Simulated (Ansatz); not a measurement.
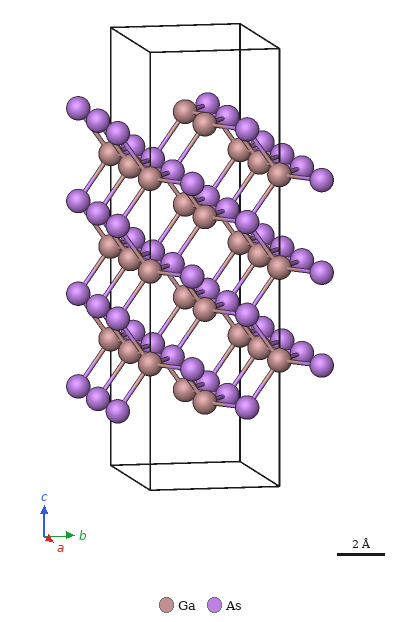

**Figure 1.** The structure (ball-and-stick view of the 2 × 1 repeat of the cell, with the vacuum cut short, seen slightly off an axis; bonded neighbours outside the cell are drawn too). Near neighbours in the crystal (not all of them lie inside the picture): Ga has 3 As at 2.49 Å; As has 3 Ga at 2.49 Å; Ga has 4 As at 2.49 Å; As has 4 Ga at 2.49 Å.

# Single-point calculation of GaAs

The run: single-point calculation of GaAs (slab, 14 atoms in the cell). Method and program: DFT PBE, scalar-relativistic, plane waves, PAW, no spin polarisation (Ansatz 0.2.0).

The structure derives from an entry of the Crystallography Open Database. Figures and captions count atoms from 1; the log counts them from 0 in places.

**The input**
```yaml
crystal:
  lattice:
    - [4.0626004514, 0.0, 0.0]
    - [0.0, 5.7453846568, 0.0]
    - [0.0, 0.0, 27.1878013541]
  atoms:
    - { symbol: Ga, position: [0.5, 0.5, 0.2758590113] }
    - { symbol: As, position: [0.0, 0.75, 0.2758590113] }
    - { symbol: Ga, position: [0.0, 0.0, 0.3505726742] }
    - { symbol: As, position: [0.5, 0.25, 0.3505726742] }
    - { symbol: Ga, position: [0.5, 0.5, 0.4252863371] }
    - { symbol: As, position: [0.0, 0.75, 0.4252863371] }
    - { symbol: Ga, position: [0.0, 0.0, 0.5] }
    - { symbol: As, position: [0.5, 0.25, 0.5] }
    - { symbol: Ga, position: [0.5, 0.5, 0.5747136629] }
    - { symbol: As, position: [0.0, 0.75, 0.5747136629] }
    - { symbol: Ga, position: [0.0, 0.0, 0.6494273258] }
    - { symbol: As, position: [0.5, 0.25, 0.6494273258] }
    - { symbol: Ga, position: [0.5, 0.5, 0.7241409887] }
    - { symbol: As, position: [0.0, 0.75, 0.7241409887] }
basis:
  ecutwfc: 420
kpoints:
  mp_grid: { grid: [9, 6, 1] }
hamiltonian:
  xc: pbe
scf:
  occupations: { method: gaussian, width: 0.05 }
output:
  forces: true
  stress: true
  eigenvalues: true
efield:
  axis: 3
  dipole_correction: true
```

Launch command:
```bash
ansatz run input.yaml --threads 1 --pin off --max-ram 2560MiB --backend cpu --events-out ev --progress --plain --runs-dir out
```

**The program's output**
```
Engine: ansatz 0.2.0, x86_64-unknown-linux-gnu
Pseudopotentials: kind: paw
Pseudopotential: Ga, paw, valence charge 13, recommended cutoff 420 eV (normal), Ga.paw.azcp
Pseudopotential: As, paw, valence charge 15, recommended cutoff 420 eV (normal), As.paw.azcp
Functional definition: PBE
  parameter kappa = 0.804
  parameter beta = 0.06672455060314922
  exchange = pbe_x(kappa = kappa, mu = beta*pi^2/3)
  correlation = pbe_c(beta = beta)
Crystal: 14 atoms, lattice volume = 634.596 Å³
Basis set: ecut = 420 eV, 12465 PW (Γ), exchange–correlation on 60×80×384 points (8 copies of the dense FFT grid, shifted against one another)
Bands: 118, of which v1, the nominal top of the filled ones, is band 98 counted from 1 (97 counted from 0)
Symmetry: 2 space group operations
k-points: 20 of 54 (time reversal used)
Non-local potential: Ga, projectors of the file, l = 0: 2, l = 1: 2, l = 2: 3, l = 3: 1
Non-local potential: As, projectors of the file, l = 0: 2, l = 1: 2, l = 2: 3, l = 3: 1
PAW form: soft (Blöchl's): semilocal exchange-correlation on the pseudo side does not see the compensation charge
PAW one-centre angular grid: Ga, 590 points (default); XC on 64 Gauss nodes
PAW one-centre angular grid: As, 590 points (default); XC on 64 Gauss nodes
Initial density: superposition of atomic densities (neutral atoms: chi_scale 0, normalization atom), corrected by the library's trained network
Initial wavefunctions: pseudopotential atomic-orbital guess
Functional: x = pbe(κ = 0.804, μ = 0.2195149727645171), c = pbe(β = 0.06672455060314922)
SCF iter   1: F=—  HF=-60475.990565 eV  |F-HF|=—  |Δ(HF+E_count)|=         —  Δρ=2.35e-3  dr2=9.15e-2  ethr=1.77e-3  p=0.000 e·Å  D=1.71e-13 V/Å  ΔV_dip=-0.00 eV  dr2_dipole=3.83e-9  V_vac-E_F(+/−)=4.68/4.68 eV  ⟨swp⟩=5.7  Hψ=8201  notcnv=0  defer=129
efield: sawtooth ramp at fractional position 0.9500 (placed from the atoms, in the widest stretch of the axis that holds none; the zero of the levels goes with the place), width 0.1000; the density the first Hamiltonian is built on has a dipole p = 0.000 e·Å; the dipole correction subtracts the counter field D = 1.71e-13 V/Å, which shifts the + side's vacuum level by -0.00 eV against the − side's; the planar-averaged density in the ramp window peaks in size at 8.8e-6 e/Å³
preconditioner: auto → Resta (q_TF=auto, 2.243 Å⁻¹)  ε∞=2.4  [insulator: Δε(μ)=0.200 eV  Ē_g=13.993 eV  σ=0.050 eV  W_gap=1.00  n_scr=136 (ndim 8)  ℏωp=16.5 eV  f_vac=0.458  D(μ)=0.04/eV (n_scr^D=0)  ε∞_Penn≈2.4  vacuum switching on, ρ_ref=1.4e-2 e/Å³]
SCF iter   2: F=—  HF=-60475.969116 eV  |F-HF|=—  |Δ(HF+E_count)|=   2.14e-2  Δρ=1.08e-3  dr2=2.46e-2  ethr=4.67e-5  p=0.000 e·Å  D=1.09e-5 V/Å  ΔV_dip=-0.00 eV  dr2_dipole=8.65e-8  V_vac-E_F(+/−)=4.71/4.71 eV  ⟨swp⟩=3.0  Hψ=4309  notcnv=0  defer=263
preconditioner: auto → LDOS  [insulator: Δε(μ)=0.160 eV  Ē_g=13.990 eV  σ=0.050 eV  W_gap=0.98  n_scr=136 (ndim 8)  ℏωp=16.5 eV  f_vac=0.457  D(μ)=0.19/eV (n_scr^D=2)  ε∞_Penn≈2.4  β→1.0]
SCF iter   3: F=—  HF=-60475.968542 eV  |F-HF|=—  |Δ(HF+E_count)|=   5.74e-4  Δρ=4.72e-4  dr2=4.18e-3  ethr=1.25e-5  p=0.000 e·Å  D=3.16e-6 V/Å  ΔV_dip=-0.00 eV  dr2_dipole=1.25e-8  V_vac-E_F(+/−)=4.67/4.67 eV  ⟨swp⟩=2.0  Hψ=3681  notcnv=0  defer=263
SCF iter   4: F=—  HF=-60475.968099 eV  |F-HF|=—  |Δ(HF+E_count)|=   4.43e-4  Δρ=1.76e-4  dr2=6.74e-4  ethr=2.13e-6  p=0.000 e·Å  D=4.12e-6 V/Å  ΔV_dip=-0.00 eV  dr2_dipole=1.35e-8  V_vac-E_F(+/−)=4.68/4.68 eV  ⟨swp⟩=2.0  Hψ=3557  notcnv=0  defer=263
SCF iter   5: F=—  HF=-60475.968069 eV  |F-HF|=—  |Δ(HF+E_count)|=   2.92e-5  Δρ=5.99e-5  dr2=5.14e-5  ethr=3.44e-7  p=0.000 e·Å  D=2.49e-6 V/Å  ΔV_dip=-0.00 eV  dr2_dipole=5.52e-9  V_vac-E_F(+/−)=4.68/4.68 eV  ⟨swp⟩=2.0  Hψ=3357  notcnv=0  defer=263
SCF iter   6: F=—  HF=-60475.968207 eV  |F-HF|=—  |Δ(HF+E_count)|=   1.37e-4  Δρ=2.14e-5  dr2=3.49e-6  ethr=2.62e-8  p=0.000 e·Å  D=1.66e-6 V/Å  ΔV_dip=-0.00 eV  dr2_dipole=2.47e-9  V_vac-E_F(+/−)=4.68/4.68 eV  ⟨swp⟩=2.0  Hψ=3771  notcnv=0  defer=263
SCF iter   7: F=—  HF=-60475.968212 eV  |F-HF|=—  |Δ(HF+E_count)|=   4.68e-6  Δρ=8.27e-6  dr2=5.83e-7  ethr=1.78e-9  p=0.000 e·Å  D=9.86e-7 V/Å  ΔV_dip=-0.00 eV  dr2_dipole=8.54e-10  V_vac-E_F(+/−)=4.68/4.68 eV  ⟨swp⟩=2.0  Hψ=3372  notcnv=0  defer=263
SCF iter   8: F=-60475.968212 eV  HF=-60475.968212 eV  |F-HF|=9.05e-8  |Δ(HF+E_count)|=   6.42e-7  Δρ=2.39e-6  dr2=3.97e-8  ethr=5.10e-11  p=0.000 e·Å  D=6.30e-7 V/Å  ΔV_dip=-0.00 eV  dr2_dipole=3.60e-10  V_vac-E_F(+/−)=4.68/4.68 eV  ⟨swp⟩=14.2  Hψ=11719  notcnv=0
SCF 1 converged in 8 iterations: F = -60475.968212 eV  dr2 = 3.97e-8
  greatest PAW one-centre occupation: 0.999 electrons in one spin orbital (limit 2), on the As atom at site 13 (counted from 0), in its partial waves of l = 2
```

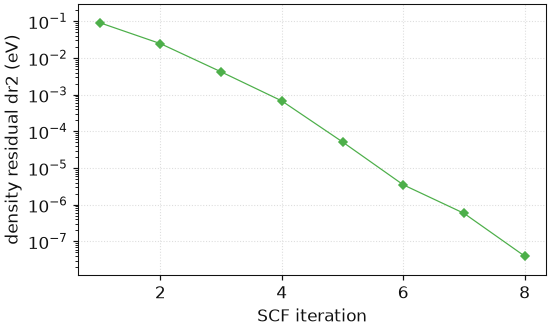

**Figure 2.** Convergence of the self-consistent field: density residual dr2 against the SCF iteration. The residual falls at every step.

```
SCF converged after 8 iterations
Free energy (F): -60475.968212 eV
Harris-Foulkes:  -60475.968212 eV  (|F-HF|=9.05e-8)
Internal energy: -60475.967807 eV  (E = F + TS)
E sigma→0 (E₀):  -60475.968010 eV
Entropy (-TS):   -0.000405 eV (-0.029 meV/atom)
Fermi energy:    1.745700 eV
Dipole field:    D = -0.000014 V/Å  (p = -0.000048 e·Å, saw-weighted, corrected)
Work function:   Φ+ = 4.6766 eV   Φ− = 4.6762 eV
Levels:          The Fermi level and band energies are counted from a zero that moves with the ramp; work functions are not
--- Per-component energies (eV) ---
  E_band       = -3430.187902
  E_kinetic    = 1521.959006
  E_local      = -184097.806793  (includes V_loc(G=0)·N_el)
  E_nonlocal   = -1723.968032
  E_hartree    = 91535.934720
  E_xc         = -1032.207901
  E_vxc        = -952.173863  (∫ρ·V_xc dr)
  E_paw        = -26765.527541  (= ΣΔE_a)
  E_vpaw       = -1250.083605  (= ΣTr[D̂ρ^β])
  E_aug_tail   = -0.000789  (compensation charges beyond the density's cutoff)
  E_efield     = 0.000000  (sawtooth field / dipole correction)
  E_vefield    = 0.000000  (∫n·V_field dr)
  E_ewald      = 60085.649522
  E_smearing   = -0.000405  (= −TS)
  E_closure    = 0.000000  (closes the sum)
  Σ components = -60475.968212   (vs F -60475.968212, Δ=0.00e0)
--- Forces (eV/Å), atoms counted from 1 ---
  atom   1  Ga     0.00000000     1.03221934     1.25027046
  atom   2  As     0.00000000    -0.20675997    -1.31244275
  atom   3  Ga     0.00000000    -0.36035059     0.25029191
  atom   4  As     0.00000000    -0.60967032    -0.44676448
  atom   5  Ga     0.00000000     0.32323858     0.13532000
  atom   6  As     0.00000000    -0.01400813     0.05021610
  atom   7  Ga     0.00000000    -0.17038475    -0.00000317
  atom   8  As     0.00000000    -0.15885386     0.00000368
  atom   9  Ga     0.00000000     0.32323842    -0.13532628
  atom  10  As     0.00000000    -0.01400754    -0.05020992
  atom  11  Ga     0.00000000    -0.36035119    -0.25029628
  atom  12  As     0.00000000    -0.60967056     0.44677116
  atom  13  Ga     0.00000000     1.03221569    -1.25027219
  atom  14  As     0.00000000    -0.20676012     1.31244208
  max |Σ_I F_I| component: 9.50e-5 eV/Å
--- Stress (GPa, compression-positive) ---
       -0.524424      -0.000000      -0.000000
       -0.000000      -0.504791      -0.000005
       -0.000000      -0.000005       0.404184
  P = ⅓ Tr σ = -0.2083 GPa (-2.083 kbar)
--- Band table (eV; the first three rows and the last of 20) ---
  k-point 0: bands = ["-33.5556", "-33.5556", "-33.5454", "-33.5454", "-33.5452", "-33.5452", "-33.5350", "-33.5337", "-33.5310", "-33.5310", "-33.5275", "-33.5275", "-33.5244", "-33.5224", "-33.5170", "-33.3995", "-33.3995", "-33.3991", "-33.3989", "-33.3870", "-33.3869", "-33.3849", "-33.3845", "-33.3825", "-33.3824", "-32.9831", "-32.9831", "-32.9807", "-32.9807", "-32.8878", "-32.8878", "-32.8741", "-32.8740", "-32.8486", "-32.8486", "-13.2532", "-13.2531", "-13.2439", "-13.2436", "-13.1923", "-13.1892", "-13.1892", "-13.1719", "-13.1714", "-13.1400", "-13.1158", "-13.1151", "-13.1150", "-13.1128", "-13.0862", "-13.0861", "-13.0831", "-13.0794", "-13.0698", "-13.0653", "-13.0456", "-13.0284", "-12.9996", "-12.9988", "-12.9984", "-12.9780", "-12.9722", "-12.9585", "-12.9584", "-12.9438", "-12.9438", "-12.9134", "-12.9133", "-12.9067", "-12.9065", "-10.6193", "-10.2214", "-9.6587", "-8.9801", "-8.5471", "-8.3193", "-8.2878", "-4.8906", "-4.6729", "-4.2491", "-3.5377", "-2.3440", "-1.7897", "-1.7356", "-1.1267", "-0.8691", "-0.8445", "-0.7465", "-0.3914", "-0.0397", "0.1044", "0.5442", "0.6976", "1.0424", "1.1811", "1.5091", "1.6151", "1.6274", "1.9502", "2.6406", "3.3801", "3.6142", "3.7123", "4.0856", "4.0973", "4.1280", "4.6738", "4.7589", "5.3896", "5.5048", "5.6592", "5.9219", "6.0393", "6.0510", "6.1156", "6.4382", "6.5717", "7.0167"]
  k-point 1: bands = ["-33.5556", "-33.5556", "-33.5454", "-33.5454", "-33.5452", "-33.5452", "-33.5350", "-33.5337", "-33.5310", "-33.5310", "-33.5275", "-33.5275", "-33.5244", "-33.5224", "-33.5170", "-33.3995", "-33.3995", "-33.3991", "-33.3989", "-33.3870", "-33.3869", "-33.3849", "-33.3845", "-33.3825", "-33.3824", "-32.9831", "-32.9831", "-32.9807", "-32.9807", "-32.8878", "-32.8878", "-32.8741", "-32.8740", "-32.8486", "-32.8486", "-13.2536", "-13.2534", "-13.2434", "-13.2432", "-13.1907", "-13.1893", "-13.1893", "-13.1716", "-13.1714", "-13.1398", "-13.1153", "-13.1146", "-13.1144", "-13.1129", "-13.0862", "-13.0861", "-13.0830", "-13.0795", "-13.0702", "-13.0654", "-13.0493", "-13.0297", "-13.0003", "-12.9998", "-12.9997", "-12.9786", "-12.9730", "-12.9584", "-12.9581", "-12.9440", "-12.9440", "-12.9133", "-12.9131", "-12.9065", "-12.9062", "-10.5209", "-10.1336", "-9.5961", "-8.9774", "-8.7215", "-8.4643", "-8.4504", "-4.5713", "-4.5172", "-4.2855", "-3.7667", "-2.7430", "-1.5528", "-1.4509", "-1.3173", "-0.8200", "-0.6419", "-0.5754", "-0.3003", "-0.0289", "0.1668", "0.3683", "0.7077", "1.1035", "1.2092", "1.3377", "1.3690", "1.6700", "2.3698", "2.4545", "3.3639", "3.4887", "3.6958", "3.8217", "3.9662", "4.1841", "4.4780", "4.6623", "5.5905", "5.7617", "5.8702", "6.0618", "6.1019", "6.1765", "6.3969", "6.4538", "6.5184", "6.7441"]
  k-point 2: bands = ["-33.5556", "-33.5556", "-33.5454", "-33.5454", "-33.5452", "-33.5452", "-33.5350", "-33.5337", "-33.5310", "-33.5310", "-33.5275", "-33.5274", "-33.5244", "-33.5224", "-33.5170", "-33.3995", "-33.3995", "-33.3991", "-33.3989", "-33.3870", "-33.3869", "-33.3849", "-33.3845", "-33.3825", "-33.3824", "-32.9831", "-32.9831", "-32.9807", "-32.9807", "-32.8878", "-32.8878", "-32.8741", "-32.8740", "-32.8486", "-32.8486", "-13.2543", "-13.2541", "-13.2427", "-13.2424", "-13.1894", "-13.1893", "-13.1873", "-13.1717", "-13.1704", "-13.1395", "-13.1145", "-13.1137", "-13.1132", "-13.1132", "-13.0862", "-13.0861", "-13.0829", "-13.0797", "-13.0710", "-13.0655", "-13.0566", "-13.0325", "-13.0031", "-13.0025", "-13.0001", "-12.9799", "-12.9745", "-12.9580", "-12.9575", "-12.9444", "-12.9444", "-12.9130", "-12.9129", "-12.9061", "-12.9058", "-10.2354", "-9.8834", "-9.4377", "-9.2207", "-9.0892", "-8.7102", "-8.6739", "-4.4054", "-4.3858", "-3.8063", "-3.7466", "-3.2728", "-2.2886", "-1.4179", "-0.7608", "-0.6669", "-0.3361", "-0.1440", "-0.0392", "0.2756", "0.3314", "0.6733", "0.6849", "0.7326", "0.9743", "0.9866", "1.3640", "1.3741", "2.2247", "2.2874", "3.1794", "3.3541", "3.7118", "3.9171", "4.0437", "4.2764", "4.3417", "4.7831", "5.3487", "5.7353", "6.1748", "6.1886", "6.4563", "6.4651", "6.5434", "6.5466", "6.7770", "6.8770"]
  k-point 19: bands = ["-33.5551", "-33.5551", "-33.5457", "-33.5457", "-33.5452", "-33.5451", "-33.5345", "-33.5337", "-33.5313", "-33.5313", "-33.5268", "-33.5268", "-33.5247", "-33.5228", "-33.5163", "-33.3999", "-33.3998", "-33.3984", "-33.3981", "-33.3866", "-33.3865", "-33.3849", "-33.3844", "-33.3827", "-33.3826", "-32.9823", "-32.9823", "-32.9810", "-32.9810", "-32.8878", "-32.8878", "-32.8743", "-32.8743", "-32.8482", "-32.8482", "-13.2503", "-13.2500", "-13.2281", "-13.2280", "-13.2206", "-13.2206", "-13.1844", "-13.1788", "-13.1770", "-13.1534", "-13.1434", "-13.1067", "-13.1061", "-13.1060", "-13.0863", "-13.0852", "-13.0798", "-13.0767", "-13.0756", "-13.0696", "-13.0334", "-13.0197", "-13.0133", "-12.9870", "-12.9867", "-12.9752", "-12.9742", "-12.9666", "-12.9593", "-12.9588", "-12.9502", "-12.9217", "-12.9213", "-12.8961", "-12.8961", "-9.1372", "-8.9908", "-8.8928", "-8.6678", "-8.6202", "-8.0289", "-7.9832", "-4.6955", "-4.6313", "-4.6296", "-4.5526", "-4.4871", "-4.2947", "-4.2868", "-1.6874", "-1.6724", "-1.4638", "-1.3036", "-0.7607", "-0.7165", "-0.5895", "-0.5292", "0.0022", "0.1786", "0.2147", "0.4403", "1.0470", "1.5134", "1.8113", "2.3083", "3.5760", "3.9818", "4.5329", "5.0339", "5.3337", "5.6848", "5.9197", "6.1320", "6.1808", "6.2142", "6.3954", "6.4919", "6.6029", "6.6752", "6.7141", "6.8928", "7.0430", "7.5819"]
```

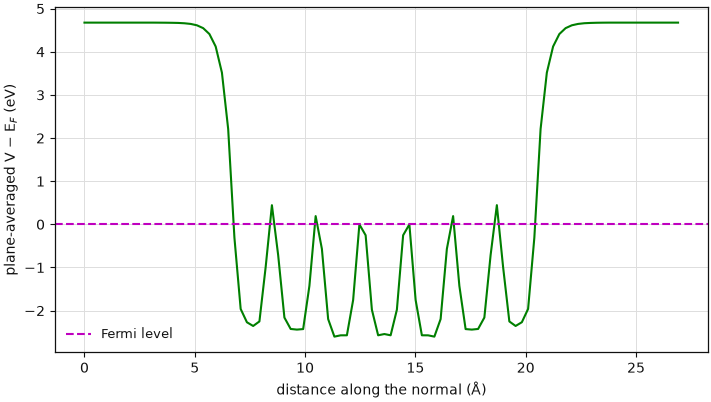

**Figure 3.** Plane average of the electrostatic potential energy of an electron across the cell, from the Fermi level. The vacuum level lies 4.68 eV above the Fermi level.

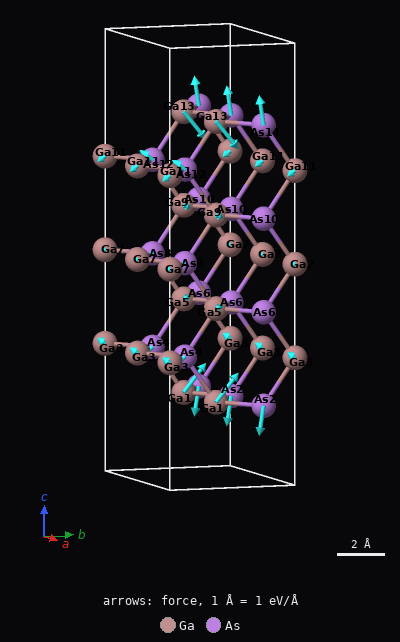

**Figure 4.** Forces on the atoms as teal arrows (ball-and-stick view of the 2 × 1 repeat of the cell, with the vacuum cut short, seen slightly off an axis; atoms are numbered from 1 in the order of the input); the smallest are left out. The largest act on Ga1, Ga13 (1.62 eV/Å); As2, As14 (1.33 eV/Å); As4, As12 (0.76 eV/Å). The geometry is not a stationary point of this energy.

**Results in brief**

- outcome: converged
- electrons treated: 196
- free energy: −60475.9682 eV
- work function, top face: 4.68 eV
- work function, bottom face: 4.68 eV
- Fermi energy: 1.746 eV
- gap on the k-point mesh: 0.14 eV
- work function (upper face): 4.68 eV
- largest force (length of the vector): 1.621 eV/Å
- hardware: 1 thread of Intel Xeon (Sapphire Rapids), 64 GiB of memory available, shared host
- wall time: 100 s
- peak memory: 1.4 GiB
